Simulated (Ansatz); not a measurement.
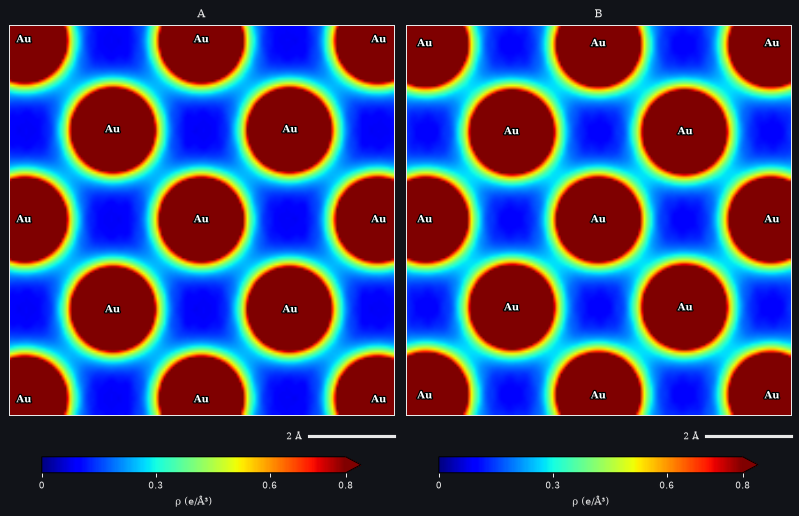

Au. The valence electron density of two cells that differ in size, on the (11̄0) plane of each (indices in the axes of the calculation cell), at one length scale and on one colour scale: A has 18.7 Å³ an atom and B 17.5.

These are results of DFT PBEsol, scalar-relativistic, plane waves, PAW in Ansatz 0.2.0, not measurements.

The density is the valence pseudo-density of a PAW calculation; it isn't the true density close to the nuclei.

What does the compression do to the bonding and the properties?

From the larger cell to the smaller, Au–Au goes from 2.97 to 2.91 Å, and the density at its midpoint from 0.24 to 0.28 e/Å³; the pressure goes from −13 to −4.7 GPa.
